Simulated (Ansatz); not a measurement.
HfN: space group P6/mmm (No. 191), a = 3.433 Å, b = 3.433 Å, c = 3.970 Å, α = 90.00°, β = 90.00°, γ = 120.00°. Origin: coordinates from a relaxation with DFT PBE, scalar-relativistic, plane waves, PAW (Ansatz); the starting structure was generated, so it need not be a known form of this composition. Forms under 0.4 % of the area are left out.

Estimate the growth shape by the BFDH rule (face distance proportional to 1/d, absences counted).

Answer. The forms computed, by share of the surface:

```tsv
form	faces	d (Å)	share of area (%)
{100}	6	2.973	60.0
{001}	2	3.970	40.0
```

Widths along a, b and c stand as 1.00 : 1.00 : 0.65.

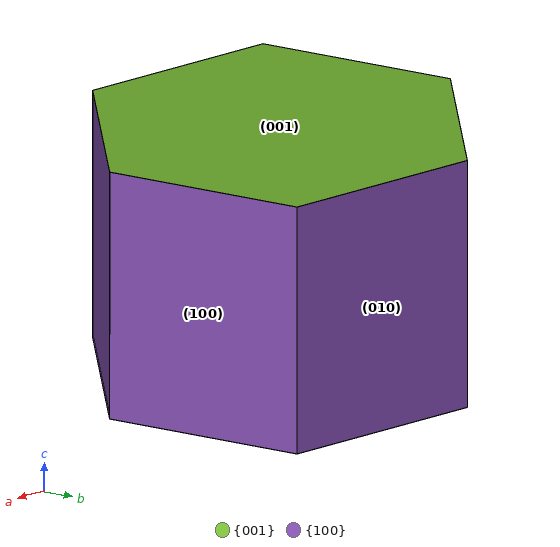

The computed shape, faces indexed. The rule is geometric and ignores bonding and growth conditions.
